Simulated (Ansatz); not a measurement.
## C: 6 runs along one coordinate

System: C (8 atoms in the cell).
Method: DFT PBE, scalar-relativistic, plane waves, PAW, PAW set soft_1, no spin polarisation (Ansatz 0.2.0).

The 6 runs differ only in the geometry, by a shift of atoms along one path in a fixed cell. The shift s is measured from run 4: C1 moves along the Cartesian direction (0.00, 1.00, 0.00), and C2, C3, C4, C5, C6, C7 and C8 with it in fixed proportion. The structure derives from an entry of the Crystallography Open Database.

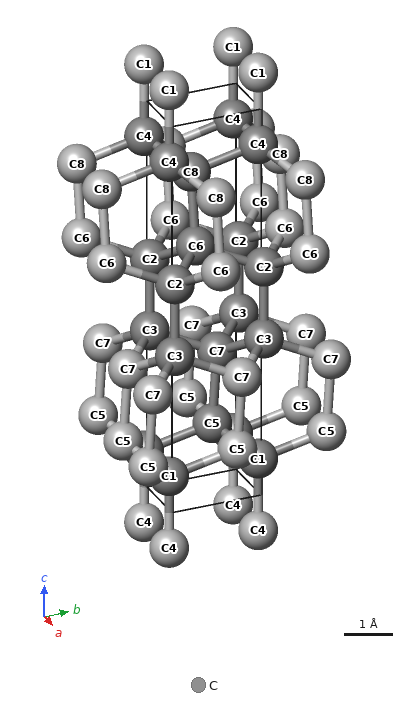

Figure 1. The structure of run 4 (ball-and-stick view of the cell of the calculation, seen slightly off an axis; neighbours outside the cell are drawn fainter; atoms are numbered from 1 in the order of the input).

## Input of run 4
```yaml
crystal:
  lattice:
    - [2.5180642186, 0.0, 0.0]
    - [-1.2590321093, 2.1807075817, 0.0]
    - [0.0, 0.0, 8.3046919353]
  atoms:
    - { symbol: C, position: [-0.0382790287, -0.0212774974, 0.0929732494] }
    - { symbol: C, position: [0.0382790287, 0.0212774974, 0.5929732494] }
    - { symbol: C, position: [0.0382790287, 0.0212774974, 0.4070267506] }
    - { symbol: C, position: [-0.0382790287, -0.0212774974, 0.9070267506] }
    - { symbol: C, position: [0.3019877926, 0.6492431665, 0.1555299995] }
    - { symbol: C, position: [0.6980122074, 0.3507568335, 0.6555299995] }
    - { symbol: C, position: [0.3646788741, 0.6840901669, 0.3444700005] }
    - { symbol: C, position: [0.6353211259, 0.3159098331, 0.8444700005] }
basis:
  ecutwfc: 520.0
kpoints:
  mp_grid: { grid: [12, 12, 4] }
hamiltonian:
  xc: pbe
  pseudopotentials: { kind: paw, azcp: { folder: soft_1 } }
scf:
  occupations: { method: gaussian, width: 0.05 }
output:
  forces: true
  stress: true
  eigenvalues: true
```

Command:
```bash
ansatz run input.yaml --threads 2 --pin off --max-ram 4096MiB --backend cpu --events-out ev --progress --plain --runs-dir out
```

Lattice vectors (Å) and fractional positions of run 4:
```
   2.518064    0.000000    0.000000
  -1.259032    2.180708    0.000000
   0.000000    0.000000    8.304692
C  -0.038279 -0.021277  0.092973
C   0.038279  0.021277  0.592973
C   0.038279  0.021277  0.407027
C  -0.038279 -0.021277  0.907027
C   0.301988  0.649243  0.155530
C   0.698012  0.350757  0.655530
C   0.364679  0.684090  0.344470
C   0.635321  0.315910  0.844470
```

Run 2 differs from it as follows:
```diff
-    - { symbol: C, position: [-0.0382790287, -0.0212774974, 0.0929732494] }
-    - { symbol: C, position: [0.0382790287, 0.0212774974, 0.5929732494] }
-    - { symbol: C, position: [0.0382790287, 0.0212774974, 0.4070267506] }
-    - { symbol: C, position: [-0.0382790287, -0.0212774974, 0.9070267506] }
-    - { symbol: C, position: [0.3019877926, 0.6492431665, 0.1555299995] }
-    - { symbol: C, position: [0.6980122074, 0.3507568335, 0.6555299995] }
-    - { symbol: C, position: [0.3646788741, 0.6840901669, 0.3444700005] }
-    - { symbol: C, position: [0.6353211259, 0.3159098331, 0.8444700005] }
+    - { symbol: C, position: [-0.0489177774, -0.0425549949, 0.0929732494] }
+    - { symbol: C, position: [0.0489177774, 0.0425549949, 0.5929732494] }
+    - { symbol: C, position: [0.0489177774, 0.0425549949, 0.4070267506] }
+    - { symbol: C, position: [-0.0489177774, -0.0425549949, 0.9070267506] }
+    - { symbol: C, position: [0.2932760425, 0.6318196663, 0.1555299995] }
+    - { symbol: C, position: [0.7067239575, 0.3681803337, 0.6555299995] }
+    - { symbol: C, position: [0.3733906242, 0.7015136671, 0.3444700005] }
+    - { symbol: C, position: [0.6266093758, 0.2984863329, 0.8444700005] }
```

## Results, with one run withheld

| run | shift s of C1 (Å) | free energy per atom, from the lowest run given (meV) | pressure (GPa) | gap on the mesh (eV) | force along the path (eV/Å) |
| --- | --- | --- | --- | --- | --- |
| 1 | −0.0696 | 37.73 | 0.19 | 4.54 | 5.205 |
| 2 | −0.0464 | ? | ? | ? | ? |
| 3 | −0.0232 | 13.58 | 0.10 | 4.52 | 3.122 |
| 4 | 0.0000 | 6.03 | 0.07 | 4.52 | 2.081 |
| 5 | 0.0232 | 1.51 | 0.06 | 4.53 | 1.040 |
| 6 | 0.0464 | 0.00 | 0.05 | 4.55 | 0.000 |

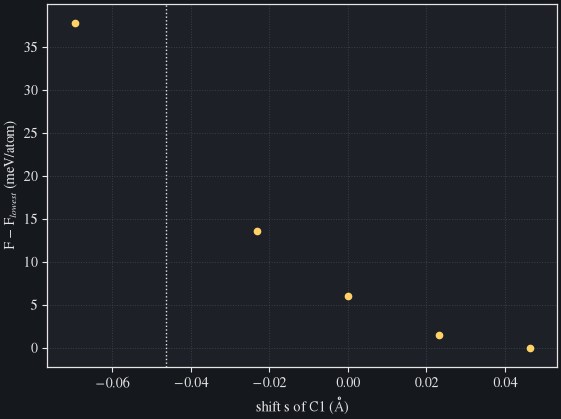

Figure 2. Free energy per atom of the runs given; the dotted line marks run 2.

Estimate the energy of run 2 from the others.

A cubic polynomial in the coordinate, fitted to the 5 runs given, misses them by under 0.01 meV per atom. With x = s + 0.0046, it reads F = 7.2892 − 285.95 x + 2805.1 x² − 10.073 x³ (meV per atom). At run 2 it gives 24.14 meV per atom, and the run itself gives 24.14. The slope of the fit gives a force −dF/ds of 4.164 eV/Å along the path (summed over the atoms that move), and the printed forces give 4.164 eV/Å. The fit has no minimum inside this range.

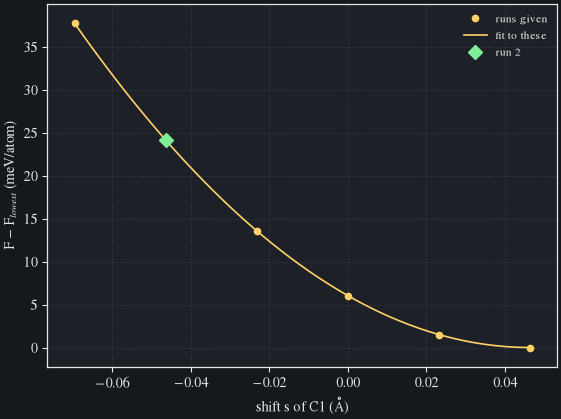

Figure 3. The fit and the withheld run.

## Output, shortened to warnings, some set-up lines, iterations and results (run 2)
```
Basis set: ecut = 520 eV, 1243 PW (Γ), exchange–correlation on 40×40×128 points (8 copies of the dense FFT grid, shifted against one another)
Symmetry: 2 space group operations
k-points: 222 of 576 (time reversal used)
Initial density: superposition of atomic densities (chi_scale 0.1, normalization cell)
[...]
SCF iter   1: F=—  HF=-2008.266693 eV  |F-HF|=—  |Δ(HF+E_count)|=         —  Δρ=1.37e-1  dr2=6.07e0  ethr=3.10e-3  ⟨swp⟩=6.0  Hψ=24874  notcnv=0  defer=6
SCF iter   2: F=—  HF=-2006.339304 eV  |F-HF|=—  |Δ(HF+E_count)|=    1.93e0  Δρ=5.70e-2  dr2=9.57e-1  ethr=3.10e-3  ⟨swp⟩=2.8  Hψ=12676  notcnv=0  defer=526
SCF iter   3: F=—  HF=-2006.095673 eV  |F-HF|=—  |Δ(HF+E_count)|=   2.44e-1  Δρ=5.01e-3  dr2=4.09e-3  ethr=2.99e-3  ⟨swp⟩=3.0  Hψ=9597  notcnv=0  defer=526
SCF iter   4: F=—  HF=-2006.097788 eV  |F-HF|=—  |Δ(HF+E_count)|=   2.11e-3  Δρ=6.77e-4  dr2=4.43e-4  ethr=1.28e-5  ⟨swp⟩=2.5  Hψ=8196  notcnv=0  defer=304
SCF iter   5: F=—  HF=-2006.097671 eV  |F-HF|=—  |Δ(HF+E_count)|=   1.17e-4  Δρ=1.93e-4  dr2=6.57e-6  ethr=1.39e-6  ⟨swp⟩=2.0  Hψ=7102  notcnv=0  defer=304
SCF iter   6: F=—  HF=-2006.097672 eV  |F-HF|=—  |Δ(HF+E_count)|=   6.29e-7  Δρ=4.98e-5  dr2=3.10e-7  ethr=2.05e-8  ⟨swp⟩=2.0  Hψ=8485  notcnv=0  defer=304
SCF iter   7: F=-2006.097672 eV  HF=-2006.097672 eV  |F-HF|=8.44e-9  |Δ(HF+E_count)|=   6.60e-7  Δρ=6.90e-6  dr2=1.73e-8  ethr=3.13e-10  ⟨swp⟩=10.0  Hψ=25545  notcnv=0
SCF 1 converged in 7 iterations: F = -2006.097672 eV  dr2 = 1.73e-8
SCF converged after 7 iterations
Free energy (F): -2006.097672 eV
Harris-Foulkes:  -2006.097672 eV  (|F-HF|=8.44e-9)
Internal energy: -2006.097672 eV  (E = F + TS)
E sigma→0 (E₀):  -2006.097672 eV
Fermi energy:    15.628134 eV
--- Per-component energies (eV) ---
  E_band       = 138.178878
  E_kinetic    = 717.133181
  E_local      = -443.309039  (includes V_loc(G=0)·N_el)
  E_nonlocal   = 183.572217
  E_hartree    = 106.441132
  E_xc         = -381.230082
  E_vxc        = -470.804724  (∫ρ·V_xc dr)
  E_paw        = -799.534353  (= ΣΔE_a)
  E_vpaw       = -61.294502  (= ΣTr[D̂ρ^β])
  E_aug_tail   = 0.000016  (compensation charges beyond the density's cutoff)
  E_ewald      = -1389.170745
  E_smearing   = -0.000000  (= −TS)
  E_closure    = 0.000000  (closes the sum)
  Σ components = -2006.097672   (vs F -2006.097672, Δ=0.00e0)
--- Forces (eV/Å), atoms counted from 1 ---
  atom   1  C      0.50631320     0.61303465     0.00045542
  atom   2  C     -0.50631320    -0.61303465     0.00045542
  atom   3  C     -0.42981514    -0.63516951    -0.00159054
  atom   4  C      0.42981514     0.63516951    -0.00159054
  atom   5  C      0.33017085     0.52405768     0.02050121
  atom   6  C     -0.33017085    -0.52405768     0.02050121
  atom   7  C     -0.43331646    -0.49401963    -0.01936568
  atom   8  C      0.43331646     0.49401963    -0.01936568
  max |Σ_I F_I| component: 8.33e-7 eV/Å
--- Stress (GPa, compression-positive) ---
        0.085614      -0.825635      -0.000000
       -0.825636      -0.386154       0.000000
       -0.000000       0.000000       0.704650
  P = ⅓ Tr σ = 0.1347 GPa (1.347 kbar)
```
